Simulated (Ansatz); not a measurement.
# Run report: AlNi3, geometry relaxation (part 1 of 2)

- system: AlNi3 (P4/mmm, 4 atoms in the cell)
- method: DFT PBEsol, scalar-relativistic, plane waves, PAW, spin-polarised (Ansatz 0.2.0)

The structure derives from a Materials Project entry. It belongs to a series of runs on one base structure; here: biaxial strain in the a-b plane, c and atoms relaxed: -1.0 %. Figures and captions count atoms from 1; the log counts them from 0 in places.

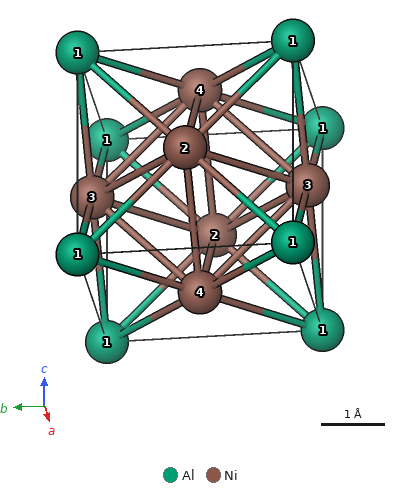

The starting structure (ball-and-stick view of the cell of the calculation, seen at an oblique angle; atoms are numbered from 1 in the order of the input). Near neighbours in the crystal (not all of them lie inside the picture): Al has 12 Ni at 2.46 to 2.48 Å; Ni has 4 Al at 2.46 to 2.48 Å and 8 Ni at 2.46 to 2.48 Å.

Summary:

| quantity | value |
| --- | --- |
| outcome | converged |
| space group (tolerance 0.01 Å) | P4/mmm (123) |
| electrons treated | 57 |
| free energy | −17941.2464 eV |
| Fermi energy | 16.538 eV |
| gap on the k-point mesh | none (metallic) |
| net moment of the cell | 0.68 μB |
| integrated absolute moment | 0.83 μB |
| pressure | 1.66 GPa |
| final volume | 43.24 Å³ |
| largest force (length of the vector) at the end | under 0.001 eV/Å |
| final cell | a = 3.484 Å, b = 3.484 Å, c = 3.562 Å, α = 90.00°, β = 90.00°, γ = 90.00° |
| hardware | 1 thread of Intel Xeon (Emerald Rapids), 32 GiB of memory available, shared host |
| wall time | 2.2 min |
| peak memory | 0.88 GiB |

Input file:
```yaml
crystal:
  lattice:
    - [3.4839013859, 0.0, 0.0]
    - [0.0, 3.4839013859, 0.0]
    - [0.0, 0.0, 3.5402068629]
  atoms:
    - { symbol: Al, position: [0.0, 0.0, 0.0] }
    - { symbol: Ni, position: [0.0, 0.5, 0.5], spin: 0.28 }
    - { symbol: Ni, position: [0.5, 0.0, 0.5], spin: 0.28 }
    - { symbol: Ni, position: [0.5, 0.5, 0.0], spin: 0.28 }
basis:
  ecutwfc: 420
kpoints:
  mp_grid: { grid: [14, 14, 14] }
hamiltonian:
  xc: pbesol
scf:
  occupations: { method: gaussian, width: 0.1 }
output:
  forces: true
  stress: true
  eigenvalues: true
  populations: true
magnetization:
  spin_polarized: true
relax:
  adjacent_minimum: "off"
  f_tol: 0.008
  max_steps: 40
  cell: { stress_tol: 0.015, fix: [a, b, gamma] }
```

Launched with:
```bash
ansatz run input.yaml --threads 1 --pin off --max-ram 2560MiB --backend cpu --events-out ev --progress --plain --runs-dir out
```

Output:
```
Engine: ansatz 0.2.0, x86_64-unknown-linux-gnu
Pseudopotentials: kind: paw
Pseudopotential: Al, paw, valence charge 3, recommended cutoff 420 eV (normal), Al.paw.azcp
Pseudopotential: Ni, paw, valence charge 18, recommended cutoff 420 eV (normal), Ni.paw.azcp
Functional definition: PBEsol
  exchange = pbesol_x
  correlation = pbesol_c
Crystal: 4 atoms, lattice volume = 42.970 Å³
Basis set: ecut = 420 eV, 839 PW (Γ), exchange–correlation on 48×48×48 points (8 copies of the dense FFT grid, shifted against one another)
Bands: 35, of which v1, the nominal top of the filled ones, is band 29 counted from 1 (28 counted from 0)
Symmetry: 16 space group operations
Space group: P4/mmm (ITA 123), of the structure as read, at distance tolerance 3.5e-5 Å
Magnetic group: BNS 123.339 (UNI 999), of the structure as read, at distance tolerance 3.5e-5 Å
k-points: 288 of 2744
Non-local potential: Al, projectors of the file, l = 0: 2, l = 1: 2, l = 2: 1
Non-local potential: Ni, projectors of the file, l = 0: 3, l = 1: 2, l = 2: 3, l = 3: 1
PAW form: soft (Blöchl's): semilocal exchange-correlation on the pseudo side does not see the compensation charge
PAW frozen core: Al, regenerated for the run's functional, and the local potential with it (the file was generated under x = pbe(κ = 0.804, μ = 0.2195149727645171), c = pbe(β = 0.06672455060314922))
PAW frozen core: Ni, regenerated for the run's functional, and the local potential with it (the file was generated under x = pbe(κ = 0.804, μ = 0.2195149727645171), c = pbe(β = 0.06672455060314922))
PAW one-centre angular grid: Al, 110 points (default); XC on 64 Gauss nodes
PAW one-centre angular grid: Ni, 590 points (default); XC on 64 Gauss nodes
Initial density: superposition of atomic densities (chi_scale 0.1, normalization cell)
Starting moments: Σ|m| = 0.84 μB on 3 of 4 sites
Initial wavefunctions: pseudopotential atomic-orbital guess
Functional: x = pbesol(κ = 0.804, μ = 0.12345679012345678), c = pbesol(β = 0.046)
SCF iter   1: F=—  HF=-17938.752430 eV  |F-HF|=—  |Δ(HF+E_count)|=         —  Δρ=6.19e-2 (↑5.38e-2 ↓6.19e-2)  dr2=3.15e0  dr2_m=1.59e-2  M=0.690 μB ∫|m|=0.832 μB  β_m=0.30  ethr=3.10e-3  ⟨swp⟩=5.1  Hψ=66296  notcnv=0
Mixer restart at iter 1: flushing history
preconditioner: auto → Kerker (q_TF=auto, 2.860 Å⁻¹)  [metal: Δε(μ)=0.003 eV  Ē_g=7.288 eV  σ=0.100 eV  W_gap=0.02  n_scr=18 (ndim 8)  ℏωp=32.5 eV  f_vac=0.000  D(μ)=3.16/eV (n_scr^D=32)]
spin=Collinear: Kerker preconditioning applied to the charge; magnetization (m = ρ↑ − ρ↓) channel mixes plain (no charge-response kernel on spin).
SCF iter   2: F=—  HF=-17937.717729 eV  |F-HF|=—  |Δ(HF+E_count)|=    1.03e0  Δρ=2.06e-2 (↑2.06e-2 ↓1.97e-2)  dr2=3.47e-1  dr2_m=1.74e-2  M=0.776 μB ∫|m|=0.886 μB  β_m=0.29  ethr=3.10e-3  ⟨swp⟩=2.0  Hψ=35152  notcnv=0  defer=794
SCF iter   3: F=—  HF=-17938.823345 eV  |F-HF|=—  |Δ(HF+E_count)|=    1.11e0  Δρ=1.85e-2 (↑1.85e-2 ↓1.59e-2)  dr2=3.52e-1  dr2_m=1.23e-2  M=0.777 μB ∫|m|=0.899 μB  β_m=0.64  ethr=6.10e-4  ⟨swp⟩=3.0  Hψ=33444  notcnv=0  defer=793
SCF iter   4: F=—  HF=-17941.079524 eV  |F-HF|=—  |Δ(HF+E_count)|=    2.26e0  Δρ=2.46e-2 (↑2.36e-2 ↓2.46e-2)  dr2=8.43e-1  dr2_m=6.87e-4  M=0.727 μB ∫|m|=0.883 μB  β_m=0.31  ethr=6.10e-4  ⟨swp⟩=2.6  Hψ=33180  notcnv=0  defer=791
SCF iter   5: F=-17941.211929 eV  HF=-17941.293448 eV  |F-HF|=8.15e-2  |Δ(HF+E_count)|=   2.14e-1  Δρ=7.29e-3 (↑7.29e-3 ↓6.04e-3)  dr2=6.89e-2  dr2_m=7.85e-4  M=0.714 μB ∫|m|=0.881 μB  β_m=0.57  ethr=6.10e-4  ⟨swp⟩=3.2  Hψ=39501  notcnv=0  defer=791
SCF iter   6: F=-17941.235316 eV  HF=-17941.253284 eV  |F-HF|=1.80e-2  |Δ(HF+E_count)|=         —  Δρ=3.78e-3 (↑3.78e-3 ↓3.18e-3)  dr2=2.38e-2  dr2_m=1.60e-3  M=0.673 μB ∫|m|=0.831 μB  β_m=0.57  ethr=1.21e-4  ⟨swp⟩=2.0  Hψ=32796  notcnv=0  defer=796
Mixer restart at iter 6: flushing history
SCF iter   7: F=—  HF=-17941.249964 eV  |F-HF|=—  |Δ(HF+E_count)|=   3.32e-3  Δρ=3.58e-3 (↑3.58e-3 ↓2.47e-3)  dr2=1.27e-2  dr2_m=3.57e-4  M=0.674 μB ∫|m|=0.829 μB  β_m=0.79  ethr=4.18e-5  ⟨swp⟩=2.0  Hψ=27117  notcnv=0  defer=797
SCF iter   8: F=—  HF=-17941.248685 eV  |F-HF|=—  |Δ(HF+E_count)|=   1.28e-3  Δρ=3.51e-3 (↑2.99e-3 ↓3.51e-3)  dr2=1.44e-2  dr2_m=5.50e-5  M=0.671 μB ∫|m|=0.824 μB  β_m=0.68  ethr=2.22e-5  ⟨swp⟩=2.0  Hψ=36913  notcnv=0  defer=797
SCF iter   9: F=—  HF=-17941.244920 eV  |F-HF|=—  |Δ(HF+E_count)|=   3.76e-3  Δρ=8.84e-4 (↑8.84e-4 ↓7.37e-4)  dr2=6.52e-4  dr2_m=2.23e-5  M=0.672 μB ∫|m|=0.823 μB  β_m=0.69  ethr=2.22e-5  ⟨swp⟩=2.1  Hψ=32126  notcnv=0  defer=793
SCF iter  10: F=—  HF=-17941.244865 eV  |F-HF|=—  |Δ(HF+E_count)|=   5.50e-5  Δρ=8.46e-4 (↑4.70e-4 ↓8.46e-4)  dr2=4.67e-4  dr2_m=2.52e-5  M=0.675 μB ∫|m|=0.827 μB  β_m=0.62  ethr=1.14e-6  ⟨swp⟩=2.0  Hψ=35644  notcnv=0  defer=791
SCF iter  11: F=—  HF=-17941.244835 eV  |F-HF|=—  |Δ(HF+E_count)|=   3.01e-5  Δρ=3.04e-4 (↑2.19e-4 ↓3.04e-4)  dr2=7.31e-5  dr2_m=6.40e-6  M=0.675 μB ∫|m|=0.827 μB  β_m=0.77  ethr=8.19e-7  ⟨swp⟩=2.0  Hψ=26319  notcnv=0  defer=791
SCF iter  12: F=—  HF=-17941.244831 eV  |F-HF|=—  |Δ(HF+E_count)|=   4.41e-6  Δρ=1.50e-4 (↑7.88e-5 ↓1.50e-4)  dr2=1.34e-5  dr2_m=1.30e-6  M=0.676 μB ∫|m|=0.828 μB  β_m=0.89  ethr=1.28e-7  ⟨swp⟩=2.3  Hψ=27755  notcnv=0  defer=791
SCF iter  13: F=—  HF=-17941.244830 eV  |F-HF|=—  |Δ(HF+E_count)|=   6.57e-7  Δρ=5.05e-5 (↑1.71e-5 ↓5.05e-5)  dr2=1.17e-6  dr2_m=1.24e-7  M=0.677 μB ∫|m|=0.829 μB  β_m=0.94  ethr=2.35e-8  ⟨swp⟩=2.1  Hψ=27016  notcnv=0  defer=791
SCF iter  14: F=—  HF=-17941.244830 eV  |F-HF|=—  |Δ(HF+E_count)|=   1.69e-7  Δρ=1.18e-5 (↑9.11e-6 ↓1.18e-5)  dr2=1.54e-7  dr2_m=8.38e-10  M=0.677 μB ∫|m|=0.829 μB  β_m=0.88  ethr=2.05e-9  ⟨swp⟩=2.0  Hψ=27941  notcnv=0  defer=791
SCF iter  15: F=—  HF=-17941.244830 eV  |F-HF|=—  |Δ(HF+E_count)|=   2.00e-8  Δρ=3.64e-6 (↑2.82e-6 ↓3.64e-6)  dr2=1.17e-8  dr2_m=1.06e-10  M=0.677 μB ∫|m|=0.829 μB  β_m=0.94  ethr=2.71e-10  ⟨swp⟩=2.1  Hψ=26937  notcnv=0  defer=791
SCF iter  16: F=-17941.244830 eV  HF=-17941.244830 eV  |F-HF|=2.17e-8  |Δ(HF+E_count)|=   4.10e-9  Δρ=4.86e-6 (↑3.55e-6 ↓4.86e-6)  dr2=2.36e-8  dr2_m=1.90e-10  M=0.677 μB ∫|m|=0.829 μB  ethr=2.05e-11  ⟨swp⟩=6.8  Hψ=69864  notcnv=0
at 1 of the mixer's solves, the last at iteration 4, it left a direction of its history that read negative out of its fit and stepped the other way along it
SCF 1 converged in 16 iterations: F = -17941.244830 eV  dr2 = 2.36e-8
  greatest PAW one-centre occupation: 1.001 electrons in one spin orbital (limit 2), on the Ni atom at site 3 (counted from 0), in its partial waves of l = 1
relax step   1: F+E_penalty+E_count = -17941.24483006 eV  Δ(F+E_penalty+E_count) = +0.000e0 eV  max|allowed force component| = 1.400e-28 eV/Å  Δτ_max = 0.0000 Å  P = +2.993 GPa  Ω = 42.970 Å³  fix = [a, b, gamma]  reactions: a +3.581, b +3.581 GPa  (16 SCF iters, dr2 threshold 1.00e-7 eV, accepted)
Crystal: 4 atoms, lattice volume = 43.080 Å³
Initial density: handed on by an earlier stage of this run
Starting moments: Σ|m| = 0.84 μB on 3 of 4 sites; this step starts from the density that it was given
Initial wavefunctions: those handed on with the density
iter 1 solved again at ethr=3.99e-7 eV; its pass at ethr=3.10e-3 eV (dr2=2.27e-4 eV) is discarded
SCF iter   1: F=—  HF=-17941.245823 eV  |F-HF|=—  |Δ(HF+E_count)|=         —  Δρ=5.55e-4 (↑3.56e-4 ↓5.55e-4)  dr2=2.19e-4  dr2_m=4.70e-6  M=0.674 μB ∫|m|=0.827 μB  β_m=0.65  ethr=3.99e-7  ⟨swp⟩=2.0  Hψ=85413  notcnv=0
preconditioner: auto → none  [metal: Δε(μ)=0.003 eV  Ē_g=7.730 eV  σ=0.100 eV  W_gap=0.01  n_scr=6 (ndim 8)  ℏωp=32.5 eV  f_vac=0.001  D(μ)=3.50/eV (n_scr^D=32)]
SCF iter   2: F=—  HF=-17941.245912 eV  |F-HF|=—  |Δ(HF+E_count)|=   8.85e-5  Δρ=8.10e-4 (↑8.10e-4 ↓7.78e-4)  dr2=6.36e-4  dr2_m=1.83e-7  M=0.675 μB ∫|m|=0.828 μB  β_m=0.26  ethr=3.85e-7  ⟨swp⟩=2.0  Hψ=36173  notcnv=0  recentre
SCF iter   3: F=—  HF=-17941.245750 eV  |F-HF|=—  |Δ(HF+E_count)|=   1.62e-4  Δρ=1.06e-4 (↑5.21e-5 ↓1.06e-4)  dr2=2.91e-6  dr2_m=1.18e-6  M=0.675 μB ∫|m|=0.828 μB  β_m=0.50  ethr=3.85e-7  ⟨swp⟩=2.1  Hψ=32247  notcnv=0
SCF iter   4: F=—  HF=-17941.245771 eV  |F-HF|=—  |Δ(HF+E_count)|=   2.02e-5  Δρ=8.70e-5 (↑8.70e-5 ↓7.52e-5)  dr2=7.43e-6  dr2_m=5.13e-8  M=0.675 μB ∫|m|=0.828 μB  β_m=0.50  ethr=5.11e-9  ⟨swp⟩=2.1  Hψ=34365  notcnv=0
SCF iter   5: F=—  HF=-17941.245772 eV  |F-HF|=—  |Δ(HF+E_count)|=   1.37e-6  Δρ=5.36e-5 (↑4.53e-5 ↓5.36e-5)  dr2=2.74e-6  dr2_m=3.20e-8  M=0.675 μB ∫|m|=0.828 μB  β_m=0.68  ethr=5.11e-9  ⟨swp⟩=2.0  Hψ=29805  notcnv=0
SCF iter   6: F=—  HF=-17941.245780 eV  |F-HF|=—  |Δ(HF+E_count)|=   7.71e-6  Δρ=4.59e-5 (↑1.83e-5 ↓4.59e-5)  dr2=1.16e-6  dr2_m=9.06e-8  M=0.676 μB ∫|m|=0.828 μB  β_m=0.69  ethr=4.81e-9  ⟨swp⟩=2.0  Hψ=29068  notcnv=0
SCF iter   7: F=—  HF=-17941.245783 eV  |F-HF|=—  |Δ(HF+E_count)|=   2.98e-6  Δρ=3.28e-5 (↑7.94e-6 ↓3.28e-5)  dr2=3.88e-7  dr2_m=9.68e-8  M=0.676 μB ∫|m|=0.829 μB  β_m=0.85  ethr=2.03e-9  ⟨swp⟩=2.0  Hψ=29395  notcnv=0
SCF iter   8: F=—  HF=-17941.245784 eV  |F-HF|=—  |Δ(HF+E_count)|=   1.62e-6  Δρ=1.07e-5 (↑9.56e-6 ↓1.07e-5)  dr2=1.18e-7  dr2_m=1.47e-9  M=0.677 μB ∫|m|=0.829 μB  β_m=0.79  ethr=6.80e-10  ⟨swp⟩=2.0  Hψ=36442  notcnv=0
SCF iter   9: F=—  HF=-17941.245784 eV  |F-HF|=—  |Δ(HF+E_count)|=   3.87e-8  Δρ=8.00e-6 (↑5.58e-6 ↓8.00e-6)  dr2=5.08e-8  dr2_m=8.05e-10  M=0.677 μB ∫|m|=0.829 μB  β_m=0.80  ethr=2.07e-10  ⟨swp⟩=2.4  Hψ=27409  notcnv=0
SCF iter  10: F=-17941.245784 eV  HF=-17941.245784 eV  |F-HF|=2.22e-7  |Δ(HF+E_count)|=   8.69e-8  Δρ=1.69e-5 (↑9.88e-6 ↓1.69e-5)  dr2=2.44e-7  dr2_m=5.18e-9  M=0.676 μB ∫|m|=0.829 μB  ethr=8.91e-11  ⟨swp⟩=2.0  Hψ=59550  notcnv=0
SCF 2 converged in 10 iterations: F = -17941.245784 eV  dr2 = 2.44e-7
relax step   2: F+E_penalty+E_count = -17941.24578420 eV  Δ(F+E_penalty+E_count) = -9.541e-4 eV  max|allowed force component| = 2.061e-29 eV/Å  Δτ_max = 0.0000 Å  P = +2.443 GPa  Ω = 43.080 Å³  energy of the carried Pulay correction = -3.935e-5 eV  fix = [a, b, gamma]  reactions: a +3.128, b +3.128 GPa  (10 SCF iters, dr2 threshold 4.00e-7 eV, accepted)
Crystal: 4 atoms, lattice volume = 43.239 Å³
iter 1 solved again at ethr=8.46e-7 eV; its pass at ethr=3.10e-3 eV (dr2=4.82e-4 eV) is discarded
SCF iter   1: F=—  HF=-17941.246344 eV  |F-HF|=—  |Δ(HF+E_count)|=         —  Δρ=8.14e-4 (↑4.92e-4 ↓8.14e-4)  dr2=4.52e-4  dr2_m=1.22e-5  M=0.673 μB ∫|m|=0.826 μB  β_m=0.65  ethr=8.46e-7  ⟨swp⟩=2.0  Hψ=87264  notcnv=0
preconditioner: auto → none  [metal: Δε(μ)=0.004 eV  Ē_g=7.704 eV  σ=0.100 eV  W_gap=0.02  n_scr=6 (ndim 8)  ℏωp=32.4 eV  f_vac=0.001  D(μ)=3.51/eV (n_scr^D=32)]
SCF iter   2: F=—  HF=-17941.246527 eV  |F-HF|=—  |Δ(HF+E_count)|=   1.83e-4  Δρ=1.17e-3 (↑1.17e-3 ↓1.10e-3)  dr2=1.30e-3  dr2_m=6.09e-7  M=0.674 μB ∫|m|=0.827 μB  β_m=0.26  ethr=7.93e-7  ⟨swp⟩=2.0  Hψ=36171  notcnv=0  recentre
SCF iter   3: F=—  HF=-17941.246196 eV  |F-HF|=—  |Δ(HF+E_count)|=   3.31e-4  Δρ=1.65e-4 (↑7.86e-5 ↓1.65e-4)  dr2=6.39e-6  dr2_m=3.18e-6  M=0.674 μB ∫|m|=0.827 μB  β_m=0.50  ethr=7.93e-7  ⟨swp⟩=2.0  Hψ=32419  notcnv=0
SCF iter   4: F=—  HF=-17941.246236 eV  |F-HF|=—  |Δ(HF+E_count)|=   4.08e-5  Δρ=1.30e-4 (↑1.30e-4 ↓1.06e-4)  dr2=1.58e-5  dr2_m=1.13e-7  M=0.674 μB ∫|m|=0.827 μB  β_m=0.50  ethr=1.12e-8  ⟨swp⟩=2.1  Hψ=34298  notcnv=0
SCF iter   5: F=—  HF=-17941.246239 eV  |F-HF|=—  |Δ(HF+E_count)|=   2.71e-6  Δρ=7.30e-5 (↑7.05e-5 ↓7.30e-5)  dr2=5.79e-6  dr2_m=6.00e-8  M=0.674 μB ∫|m|=0.827 μB  β_m=0.69  ethr=1.12e-8  ⟨swp⟩=2.0  Hψ=29765  notcnv=0
SCF iter   6: F=—  HF=-17941.246255 eV  |F-HF|=—  |Δ(HF+E_count)|=   1.60e-5  Δρ=6.38e-5 (↑2.64e-5 ↓6.38e-5)  dr2=2.27e-6  dr2_m=1.68e-7  M=0.675 μB ∫|m|=0.827 μB  β_m=0.67  ethr=1.02e-8  ⟨swp⟩=2.0  Hψ=29246  notcnv=0
SCF iter   7: F=—  HF=-17941.246260 eV  |F-HF|=—  |Δ(HF+E_count)|=   5.03e-6  Δρ=4.53e-5 (↑1.11e-5 ↓4.53e-5)  dr2=7.66e-7  dr2_m=1.78e-7  M=0.675 μB ∫|m|=0.828 μB  β_m=0.84  ethr=3.99e-9  ⟨swp⟩=2.0  Hψ=29048  notcnv=0
SCF iter   8: F=—  HF=-17941.246264 eV  |F-HF|=—  |Δ(HF+E_count)|=   3.59e-6  Δρ=7.53e-6 (↑7.53e-6 ↓3.62e-6)  dr2=3.83e-8  dr2_m=5.61e-9  M=0.676 μB ∫|m|=0.829 μB  β_m=0.81  ethr=1.34e-9  ⟨swp⟩=2.0  Hψ=35992  notcnv=0
SCF iter   9: F=—  HF=-17941.246264 eV  |F-HF|=—  |Δ(HF+E_count)|=   1.35e-7  Δρ=1.04e-5 (↑7.05e-6 ↓1.04e-5)  dr2=8.49e-8  dr2_m=1.58e-9  M=0.676 μB ∫|m|=0.829 μB  β_m=0.81  ethr=6.72e-11  ⟨swp⟩=2.0  Hψ=36720  notcnv=0
iter 10 did not close the SCF: its close was put off for a magnetic moment that had not settled (scf_convergence_deferred on its scf_iter line)
SCF iter  10: F=-17941.246263 eV  HF=-17941.246264 eV  |F-HF|=3.46e-7  |Δ(HF+E_count)|=   1.94e-7  Δρ=2.13e-5 (↑1.22e-5 ↓2.13e-5)  dr2=3.81e-7  dr2_m=9.01e-9  M=0.676 μB ∫|m|=0.829 μB  β_m=0.91  ethr=6.72e-11  ⟨swp⟩=2.0  Hψ=60367  notcnv=0
SCF iter  11: F=-17941.246264 eV  HF=-17941.246264 eV  |F-HF|=4.16e-8  |Δ(HF+E_count)|=   2.94e-8  Δρ=7.69e-6 (↑4.26e-6 ↓7.69e-6)  dr2=4.57e-8  dr2_m=1.24e-9  M=0.676 μB ∫|m|=0.829 μB  ethr=6.72e-11  ⟨swp⟩=2.0  Hψ=55780  notcnv=0
SCF 3 converged in 11 iterations: F = -17941.246264 eV  dr2 = 4.57e-8
```
